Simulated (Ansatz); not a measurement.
Geometry relaxation of Ga₂₃N₂₄ (part 3 of 3)

The same run, continued: Ga₂₃N₂₄ (defect cell, 47 atoms in the cell); DFT PBE, scalar-relativistic, plane waves, PAW, spin-polarised (Ansatz 0.2.0); cutoff 420 eV, 2×2×2 k-mesh, Gaussian smearing of 0.01 eV, collinear spins. The structure derives from an entry of the Crystallography Open Database.

**Output, continued**
```
  k-point 3 ↓: bands = ["-6.7376", "-6.4386", "-6.4117", "-6.3593", "-6.2585", "-6.2340", "-6.1996", "-6.1458", "-6.1316", "-6.1273", "-6.1195", "-6.1017", "-6.0964", "-6.0876", "-6.0760", "-6.0642", "-6.0496", "-6.0404", "-6.0175", "-6.0133", "-5.7336", "-5.7098", "-5.6920", "-5.6903", "-4.6773", "-4.6621", "-4.6588", "-4.6561", "-4.6497", "-4.6455", "-4.6441", "-4.6409", "-4.6378", "-4.6349", "-4.6329", "-4.6298", "-4.6266", "-4.6233", "-4.6202", "-4.6167",
      "-4.6157", "-4.6135", "-4.6114", "-4.6071", "-4.6021", "-4.5971", "-4.5964", "-4.5922", "-4.5861", "-4.5819", "-4.5764", "-4.5733", "-4.5685", "-4.5634", "-4.5614", "-4.5554", "-4.5453", "-4.5429", "-4.5366", "-4.5346", "-4.5300", "-4.5257", "-4.5209", "-4.5168", "-4.5133", "-4.5070", "-4.5036", "-4.4987", "-4.4962", "-4.4914", "-4.4889", "-4.4856", "-4.4839", "-4.4813", "-4.4748", "-4.4713", "-4.4674", "-4.4661", "-4.4635", "-4.4632",
      "-4.4569", "-4.4549", "-4.4516", "-4.4490", "-4.4445", "-4.4435", "-4.4408", "-4.4382", "-4.4362", "-4.4300", "-4.4275", "-4.4245", "-4.4229", "-4.4177", "-4.4098", "-4.4064", "-4.4011", "-4.3972", "-4.3957", "-4.3944", "-4.3893", "-4.3875", "-4.3849", "-4.3829", "-4.3805", "-4.3762", "-4.3729", "-4.3696", "-4.3659", "-4.3640", "-4.3593", "-4.3557", "-4.3544", "-4.3493", "-4.3393", "-4.3361", "-4.2765", "-4.2370", "-4.1718", "-3.9254",
      "-3.7212", "-3.6264", "-3.4086", "-3.3689", "-3.2666", "-3.2494", "-3.1676", "-3.1070", "-3.0907", "-3.0565", "-3.0095", "-2.8753", "-2.7776", "-2.6714", "-2.5953", "-2.5425", "-2.5105", "-2.4225", "-2.3846", "2.3723", "2.4655", "2.6660", "2.7592", "2.8153", "2.8267", "2.8473", "2.8557", "2.9163", "3.1115", "3.2184", "3.2629", "3.3098", "3.4796", "3.5164", "3.6401", "3.9459", "4.1159", "4.2900", "4.5235", "4.7177",
      "4.8016", "4.9490", "5.0437", "5.1227", "5.2028", "5.4262", "5.4787", "5.5640", "5.5967", "5.7181", "5.8243", "5.9006", "6.0357", "6.0624", "6.1787", "6.2170", "6.3217", "6.4212", "6.5141", "6.5751", "6.6751", "6.7384", "6.8067", "6.8866", "6.9382", "6.9851", "7.0219", "7.0721", "7.1098", "7.2289", "7.2635", "7.2969", "7.3521", "7.3710", "7.4047", "7.4328", "7.5208", "7.5923", "7.6601", "7.7211",
      "7.8189", "7.8965", "7.9559", "8.0261", "8.0680", "8.3905", "8.4326", "8.5471", "9.1653", "9.3004", "9.3761", "12.0428", "13.1040", "13.2283", "13.4020", "13.5471", "13.5673", "13.8822", "13.9460", "13.9520", "14.0536", "14.1173", "14.2157", "14.3006", "14.4533", "14.5566", "14.6878", "14.7169", "14.8072", "14.8367", "14.9344", "14.9591", "15.0303", "15.2255", "15.3722", "15.4301", "15.5408", "15.7774", "16.0874", "16.1637",
      "16.3035", "16.4157", "16.5145", "16.5613", "16.6110", "16.6710", "16.7246", "16.7568", "16.8195", "16.8493", "16.9130", "16.9789", "17.0028", "17.0716", "17.1523", "17.2868", "17.3787"]
--- Relaxed structure (2 steps of the walk, 2 accepted, 0 SCFs on fresh bases) ---
  F+E_penalty+E_count = -96240.03807598 eV   max|allowed force component| = 1.529e-2 eV/Å
  atoms:
    - { symbol: Ga, position: [0.0008626847999999021, 0.16735853229999997, 0.8346405006] }
    - { symbol: Ga, position: [0.6655659642000001, 0.33428092680000004, -0.0017349861000000022] }
    - { symbol: Ga, position: [0.16451430960000002, 0.8320232699000001, 0.0016033608000000088] }
    - { symbol: Ga, position: [0.16785336970000003, 0.3310072031, 0.49930975880000006] }
    - { symbol: Ga, position: [0.8328841827000002, 0.000830490000000017, 0.1678981896] }
    - { symbol: Ga, position: [0.5013679486999999, 0.6645256187000002, 0.8334968808000001] }
    - { symbol: Ga, position: [0.8343367833, 0.5005537311, 0.6667145014] }
    - { symbol: Ga, position: [0.49804733330000006, 0.16614482940000003, 0.33510414330000005] }
    - { symbol: Ga, position: [0.33412443559999994, -0.0006331654999999214, 0.6680904534000001] }
    - { symbol: Ga, position: [-0.00026093980000002626, 0.6678360839000002, 0.33185836990000006] }
    - { symbol: Ga, position: [0.6668909965, 0.8333897220000002, 0.5007394427] }
    - { symbol: Ga, position: [0.6659531398000001, 0.5008619310000001, 0.33428157700000005] }
    - { symbol: Ga, position: [0.33613614780000006, 0.16498555910000004, 0.0020265979999999906] }
    - { symbol: Ga, position: [-0.0014317137000000035, 0.3347838313, 0.16987714060000003] }
    - { symbol: Ga, position: [0.5005028838000001, 0.8324127001000001, 0.1681752672000001] }
    - { symbol: Ga, position: [0.5001906727000001, 0.33313402850000007, 0.6672305241000002] }
    - { symbol: Ga, position: [0.1666796928, -7.31079999999884e-5, 0.3339617533] }
    - { symbol: Ga, position: [0.8334352695000001, 0.6666942086, 0.00045335170000004865] }
    - { symbol: Ga, position: [0.1683235368, 0.5026448045, 0.8322194998000001] }
    - { symbol: Ga, position: [0.8329519981, 0.16709558139999997, 0.5014872181000001] }
    - { symbol: Ga, position: [0.667681781, -0.0006256320999999954, 0.8344809721] }
    - { symbol: Ga, position: [0.33442445060000003, 0.6670045658, 0.49972954850000006] }
    - { symbol: Ga, position: [0.0006650927000000362, 0.8341835462000002, 0.6666872260000001] }
    - { symbol: N, position: [0.5413282288000001, 0.7077651196000002, 0.3750860581000001] }
    - { symbol: N, position: [0.19452130600000003, 0.36099277890000003, 0.02821791709999999] }
    - { symbol: N, position: [0.8742080196000002, 0.5426185702, 0.20848386769999994] }
    - { symbol: N, position: [0.37467868160000006, 0.04063613220000001, 0.20987041800000006] }
    - { symbol: N, position: [0.3761850391, 0.5411728767000001, 0.7079416940000001] }
    - { symbol: N, position: [0.040596041599999994, 0.20710387100000002, 0.3754103473] }
    - { symbol: N, position: [0.7088602177000001, 0.8745707039000001, 0.042388019300000024] }
    - { symbol: N, position: [0.040598412199999934, 0.7081276961, 0.8743510478000001] }
    - { symbol: N, position: [0.7081169107000002, 0.37501358850000005, 0.5426588913000001] }
    - { symbol: N, position: [0.5416432217000002, 0.20704280590000007, 0.8743904238000002] }
    - { symbol: N, position: [0.2085663975, 0.8753536697000001, 0.5418554139] }
    - { symbol: N, position: [0.8750582602000001, 0.041531044400000106, 0.7088851795000001] }
    - { symbol: N, position: [0.5614039841000001, 0.36181254540000013, 0.21220863120000003] }
    - { symbol: N, position: [0.2079520051, 0.040418658900000015, 0.8749181994000002] }
    - { symbol: N, position: [0.8739825808000001, 0.2076517302, 0.04176216509999997] }
    - { symbol: N, position: [0.37841347450000007, 0.7278052965, 0.02915802990000005] }
    - { symbol: N, position: [0.37464026380000004, 0.20697549030000004, 0.5427197987000001] }
    - { symbol: N, position: [0.04049264059999996, 0.8754614297000001, 0.20839636019999994] }
    - { symbol: N, position: [0.7089924130000002, 0.5410836753000002, 0.8743264606000002] }
    - { symbol: N, position: [0.041168454199999927, 0.3744455819000001, 0.7077069081000001] }
    - { symbol: N, position: [0.7080295387, 0.04061709519999995, 0.376128657] }
    - { symbol: N, position: [0.5423207712, 0.8744992724, 0.7079615519000001] }
    - { symbol: N, position: [0.19541507360000004, 0.5449259946000001, 0.39510162940000004] }
    - { symbol: N, position: [0.8741375350000001, 0.7087926425000001, 0.5418234255] }
--- Löwdin populations: 47 sites ---
  site symbol       q [e]    m [muB]
     0     Ga     12.2316     0.0002
     1     Ga     12.2282    -0.0158
     2     Ga     12.2282    -0.0158
     3     Ga     12.2282    -0.0158
     4     Ga     12.2326    -0.0024
     5     Ga     12.2286    -0.0155
     6     Ga     12.2327    -0.0024
     7     Ga     12.2286    -0.0155
     8     Ga     12.2327    -0.0024
     9     Ga     12.2286    -0.0155
    10     Ga     12.2357     0.0028
    11     Ga     12.2281    -0.0147
    12     Ga     12.2253    -0.0177
    13     Ga     12.2252    -0.0177
    14     Ga     12.2281    -0.0147
    15     Ga     12.2304    -0.0009
    16     Ga     12.2305    -0.0009
    17     Ga     12.2304    -0.0009
    18     Ga     12.2253    -0.0177
    19     Ga     12.2321    -0.0026
    20     Ga     12.2321    -0.0026
    21     Ga     12.2281    -0.0147
    22     Ga     12.2322    -0.0026
    23      N      5.7178     0.0392
    24      N      5.5677     0.6659
    25      N      5.7291     0.0148
    26      N      5.7292     0.0148
    27      N      5.7292     0.0148
    28      N      5.7290     0.0056
    29      N      5.7272     0.0196
    30      N      5.7290     0.0056
    31      N      5.7272     0.0196
    32      N      5.7291     0.0055
    33      N      5.7272     0.0196
    34      N      5.7272     0.0089
    35      N      5.5831     0.6206
    36      N      5.7153     0.1028
    37      N      5.7153     0.1028
    38      N      5.5834     0.6200
    39      N      5.7294     0.0090
    40      N      5.7294     0.0090
    41      N      5.7294     0.0090
    42      N      5.7153     0.1028
    43      N      5.7215     0.0555
    44      N      5.7215     0.0554
    45      N      5.5834     0.6199
    46      N      5.7215     0.0555
  spilling = 0.002146 (of n_electrons = 419.000000)
```

**Trajectory as extended XYZ (Å, eV, eV/Å), 2 frames, from step=1 to step=2**
```
47
Lattice="3.2184 -5.5745 -5.2430 -6.4369 0.0000 -5.2430 3.2184 5.5745 -5.2430" Properties=species:S:1:pos:R:3:forces:R:3 step=1 energy=-96240.03807
Ga    1.6117    4.6479   -5.2580    0.0019  -0.0003  -0.0065
Ga   -0.0152   -3.7199   -5.2331   -0.0052   0.0066  -0.0038
Ga   -4.8210   -0.9081   -5.2333    0.0066   0.0047   0.0001
Ga    0.0166    1.8477   -5.2334   -0.0016  -0.0079   0.0010
Ga    3.2156   -3.7070   -5.2515    0.0068   0.0036  -0.0044
Ga    0.0187    1.8514  -10.4829    0.0051   0.0014   0.0010
Ga    1.6090   -0.9344  -10.4945   -0.0105  -0.0009  -0.0014
Ga    1.6120   -0.9083   -5.2393   -0.0019   0.0021  -0.0011
Ga    3.2296    1.8617   -5.2513   -0.0001  -0.0027  -0.0031
Ga   -3.2315    1.8514   -5.2401   -0.0040  -0.0015   0.0049
Ga   -1.6065   -0.9262  -10.4914    0.0014  -0.0058   0.0122
Ga   -0.0048   -1.8489   -7.8703   -0.0057   0.0008  -0.0018
Ga    0.0264   -1.8625   -2.6380    0.0072   0.0034  -0.0026
Ga   -1.6128    0.9550   -2.6384   -0.0058   0.0106  -0.0045
Ga   -3.2060   -1.8526   -7.8703    0.0083   0.0082   0.0038
Ga    1.6129    0.9312   -7.8675   -0.0043  -0.0029   0.0039
Ga    1.6117    0.9325   -2.6245   -0.0018  -0.0051   0.0053
Ga   -1.6076   -4.6434   -7.8676    0.0101   0.0029   0.0009
Ga   -0.0153    3.7009   -7.8813   -0.0016  -0.0011  -0.0035
Ga    3.2192   -1.8477   -7.8726   -0.0153  -0.0043   0.0061
Ga    4.8386    0.9298   -7.8726   -0.0001   0.0094   0.0066
Ga   -1.6087    0.9215   -7.8706    0.0027  -0.0101   0.0057
Ga   -3.2217    3.7127   -7.8726    0.0114  -0.0046   0.0083
N    -1.6064   -0.9267   -8.5156   -0.0026   0.0010  -0.0035
N    -1.6068   -0.9271   -3.0605    0.0005  -0.0013   0.0082
N    -0.0082   -3.7111   -8.5216    0.0002  -0.0042   0.0014
N     1.6198   -0.9187   -3.2779   -0.0038   0.0011  -0.0032
N     0.0057    1.8494   -8.5215    0.0015   0.0043   0.0014
N     0.0058    1.8664   -3.2670    0.0035   0.0025  -0.0001
N    -3.2116   -3.7152   -8.5242   -0.0055  -0.0077   0.0000
N    -1.6134    4.6477   -8.5098   -0.0028  -0.0020  -0.0009
N     1.6116   -0.9223   -8.5241    0.0056   0.0013  -0.0013
N     3.2247    1.8549   -8.5098    0.0015  -0.0044  -0.0006
N    -3.2193    1.8579   -8.5240   -0.0019   0.0056  -0.0027
N     4.8305   -0.9263   -8.5224   -0.0012  -0.0013  -0.0008
N     0.1609   -1.9466   -5.9531    0.0042   0.0017   0.0009
N     3.2250    3.7180   -5.8894   -0.0062  -0.0034  -0.0018
N     1.6106   -4.6392   -5.8900    0.0037  -0.0048   0.0035
N    -3.3730   -1.9469   -5.9528   -0.0005  -0.0060  -0.0031
N     1.6202    0.9370   -5.8949    0.0003   0.0037  -0.0020
N    -4.8342    0.9360   -5.8950   -0.0001  -0.0015  -0.0022
N     1.6129    0.9217  -11.1383   -0.0023  -0.0010   0.0014
N    -0.0001    3.7156   -5.8896    0.0034   0.0051  -0.0023
N     3.2278   -1.8502   -5.8972    0.0038  -0.0014  -0.0044
N    -1.6051    0.9234  -11.1403   -0.0033  -0.0028  -0.0055
N    -1.6071    1.1131   -5.9532   -0.0012   0.0046  -0.0030
N    -0.0052   -1.8525  -11.1401    0.0000   0.0040  -0.0075
47
Lattice="3.2184 -5.5745 -5.2430 -6.4369 0.0000 -5.2430 3.2184 5.5745 -5.2430" Properties=species:S:1:pos:R:3:forces:R:3 step=2 energy=-96240.03808
Ga    1.6117    4.6479   -5.2580    0.0019  -0.0003  -0.0061
Ga   -0.0152   -3.7199   -5.2331   -0.0049   0.0074  -0.0042
Ga   -4.8210   -0.9081   -5.2333    0.0067   0.0045   0.0000
Ga    0.0166    1.8477   -5.2334   -0.0019  -0.0078   0.0009
Ga    3.2156   -3.7070   -5.2515    0.0067   0.0037  -0.0043
Ga    0.0187    1.8514  -10.4829    0.0049   0.0016   0.0008
Ga    1.6090   -0.9344  -10.4945   -0.0106  -0.0009  -0.0013
Ga    1.6120   -0.9083   -5.2393   -0.0023   0.0015  -0.0015
Ga    3.2296    1.8617   -5.2513   -0.0001  -0.0027  -0.0030
Ga   -3.2315    1.8514   -5.2401   -0.0039  -0.0014   0.0048
Ga   -1.6065   -0.9262  -10.4914    0.0013  -0.0058   0.0122
Ga   -0.0048   -1.8489   -7.8703   -0.0056   0.0006  -0.0009
Ga    0.0264   -1.8625   -2.6380    0.0092   0.0023  -0.0023
Ga   -1.6128    0.9550   -2.6384   -0.0058   0.0129  -0.0041
Ga   -3.2060   -1.8526   -7.8703    0.0082   0.0082   0.0040
Ga    1.6129    0.9312   -7.8675   -0.0043  -0.0030   0.0039
Ga    1.6117    0.9325   -2.6245   -0.0017  -0.0050   0.0053
Ga   -1.6076   -4.6434   -7.8676    0.0100   0.0031   0.0009
Ga   -0.0153    3.7009   -7.8813   -0.0035  -0.0023  -0.0031
Ga    3.2192   -1.8477   -7.8726   -0.0153  -0.0044   0.0062
Ga    4.8386    0.9298   -7.8726   -0.0002   0.0094   0.0066
Ga   -1.6087    0.9215   -7.8706    0.0028  -0.0101   0.0059
Ga   -3.2217    3.7127   -7.8726    0.0114  -0.0046   0.0083
N    -1.6064   -0.9267   -8.5156   -0.0026   0.0010  -0.0037
N    -1.6068   -0.9271   -3.0605    0.0005  -0.0013   0.0077
N    -0.0082   -3.7111   -8.5216    0.0001  -0.0041   0.0014
N     1.6198   -0.9187   -3.2779   -0.0037   0.0011  -0.0033
N     0.0057    1.8494   -8.5215    0.0014   0.0042   0.0014
N     0.0058    1.8664   -3.2670    0.0036   0.0027   0.0000
N    -3.2116   -3.7152   -8.5242   -0.0055  -0.0077  -0.0001
N    -1.6134    4.6477   -8.5098   -0.0030  -0.0020  -0.0008
N     1.6116   -0.9223   -8.5241    0.0057   0.0013  -0.0014
N     3.2247    1.8549   -8.5098    0.0016  -0.0045  -0.0005
N    -3.2193    1.8579   -8.5240   -0.0019   0.0056  -0.0028
N     4.8305   -0.9263   -8.5224   -0.0012  -0.0013  -0.0008
N     0.1609   -1.9466   -5.9531    0.0041   0.0017   0.0008
N     3.2250    3.7180   -5.8894   -0.0064  -0.0034  -0.0018
N     1.6106   -4.6392   -5.8900    0.0037  -0.0050   0.0035
N    -3.3730   -1.9469   -5.9528   -0.0004  -0.0059  -0.0032
N     1.6202    0.9370   -5.8949    0.0004   0.0038  -0.0021
N    -4.8342    0.9360   -5.8950   -0.0002  -0.0014  -0.0022
N     1.6129    0.9217  -11.1383   -0.0023  -0.0011   0.0014
N    -0.0001    3.7156   -5.8896    0.0035   0.0052  -0.0023
N     3.2278   -1.8502   -5.8972    0.0040  -0.0014  -0.0044
N    -1.6051    0.9234  -11.1403   -0.0034  -0.0029  -0.0055
N    -1.6071    1.1131   -5.9532   -0.0012   0.0044  -0.0030
N    -0.0052   -1.8525  -11.1401   -0.0001   0.0041  -0.0075
```

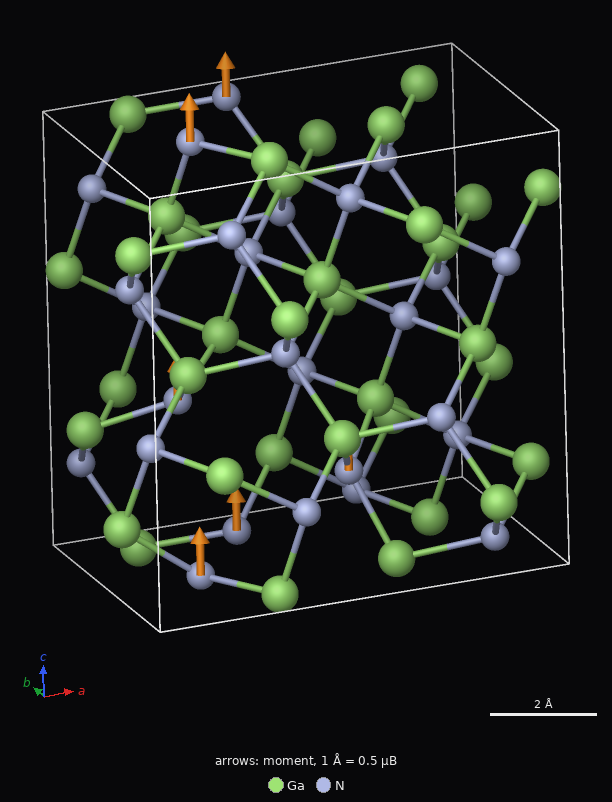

**Figure 1.** Magnetic moments of the sites as orange arrows (ball-and-stick view of the cell of the calculation, seen slightly off an axis); small moments hardly show. The run is collinear, so the axis drawn is arbitrary. Site moments: N25 (0.47 μB); N36, N39, N46 (0.43 μB); N37, N38, N43 (0.08 μB). They are counted near the atoms and needn't add up to the moment of the cell. Atoms are counted from 1 in the order of the input.

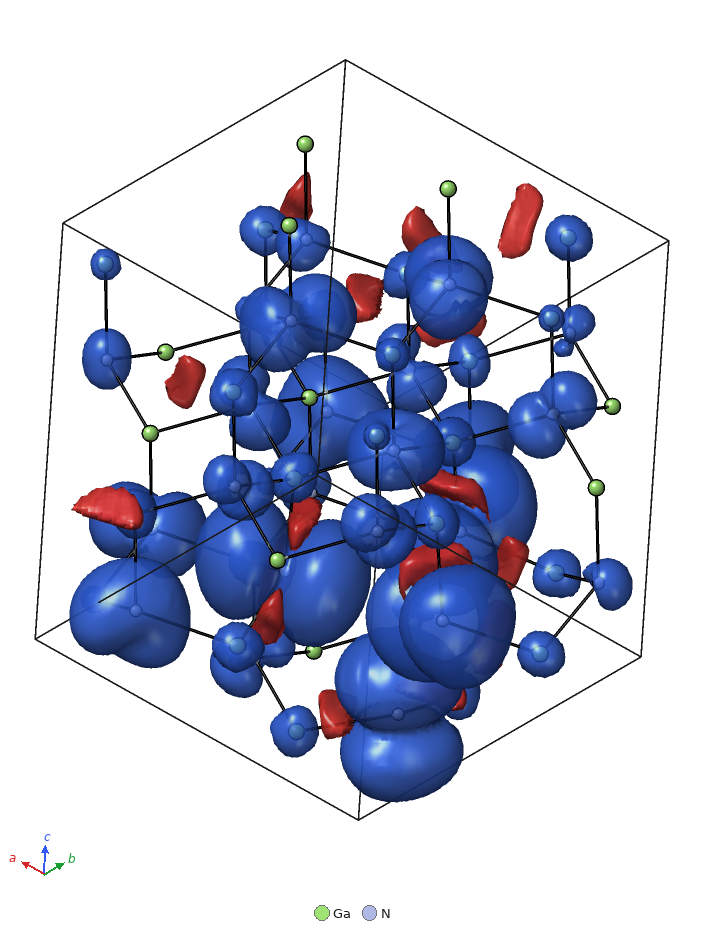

**Figure 2.** Isosurfaces of the spin density (up minus down) at +0.004 (blue) and −0.004 e/Å³ (red), seen at an oblique angle. Sticks mark near contacts. The outline is the calculation cell. The cell of the calculation (47 atoms) carries 3.0 μB net. The fields are those of the smooth PAW valence density.

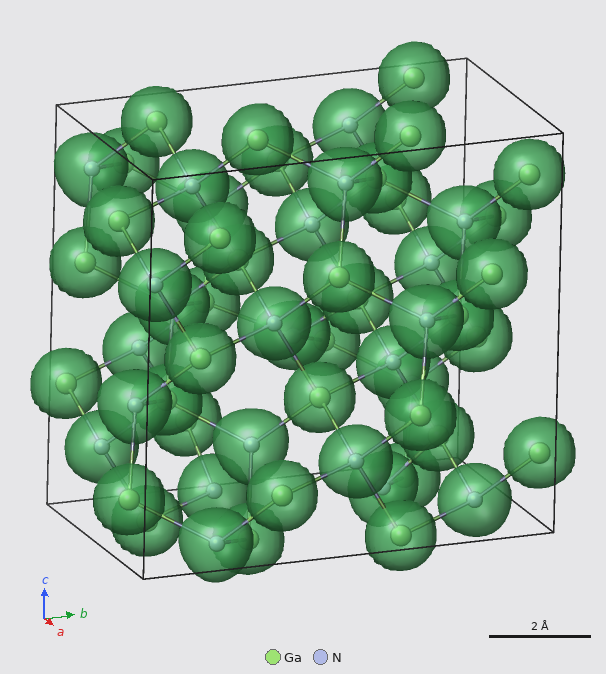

**Figure 3.** Isosurface of the valence electron density at 1 e/Å³ (green), seen slightly off an axis. Sticks mark near contacts. The outline is the calculation cell. At this value the density breaks into separate islands; it holds about 70 % of the electrons treated as valence (semicore included). It is pinched off along the Ga–N (1.92 Å) and Ga–N (1.96 Å) contacts. On the grid the lowest density along these lines, outside the cores, is 0.76 e/Å³ (Ga–N, 1.92 Å) and 0.71 e/Å³ (Ga–N, 1.96 Å).
